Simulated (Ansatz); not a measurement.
Ge

```cif
data_structure
_symmetry_space_group_name_H-M 'P 1'
_symmetry_Int_Tables_number 1
_cell_length_a 3.0153
_cell_length_b 5.2577
_cell_length_c 4.7898
_cell_angle_alpha 90.000
_cell_angle_beta 90.000
_cell_angle_gamma 90.000
_cell_volume 75.93
loop_
_atom_site_label
_atom_site_type_symbol
_atom_site_fract_x
_atom_site_fract_y
_atom_site_fract_z
_atom_site_occupancy
Ge1 Ge 0.00000 0.66655 0.75000 1
Ge2 Ge 0.50000 0.16655 0.75000 1
Ge3 Ge 0.00000 0.33345 0.25000 1
Ge4 Ge 0.50000 0.83345 0.25000 1
```

Space group Cmcm; a structure from a database of computed crystals, not necessarily the ambient phase; computed pressure about −2 GPa in this cell.

These are results of Kohn-Sham DFT of a periodic cell, PBE0, Ansatz PAW (Ansatz), not measurements.

Question: What can the converged valence pseudo-density and electron localisation function tell about the bonding?

Answer: Ge–Ge (2.97 Å): ρ at the midpoint is about 0.2 e/Å³; the ELF is about 0.40 at the midpoint.

Question: Metal or insulator at this level of theory?

Answer: It is gapless in this calculation (a metal or semimetal).

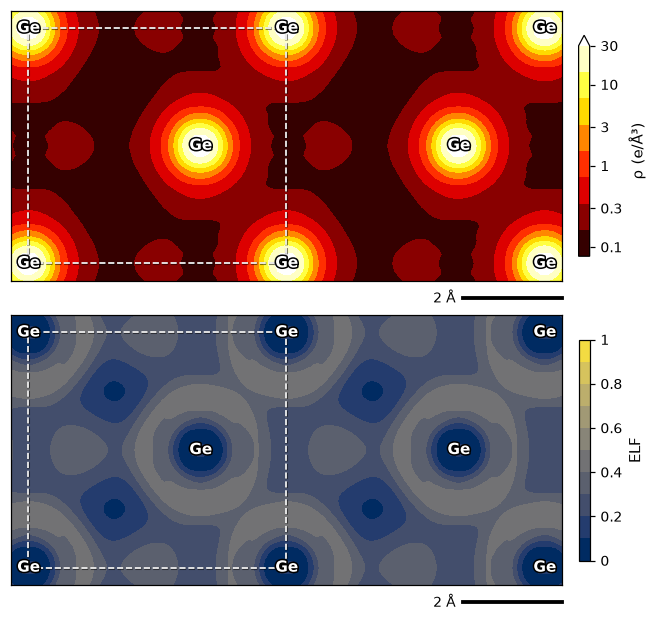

Computed valence pseudo-density and electron localisation function on the (100) plane of the conventional cell, in this order. 

The density is the valence pseudo-density of a PAW calculation; it isn't the true density close to the nuclei.
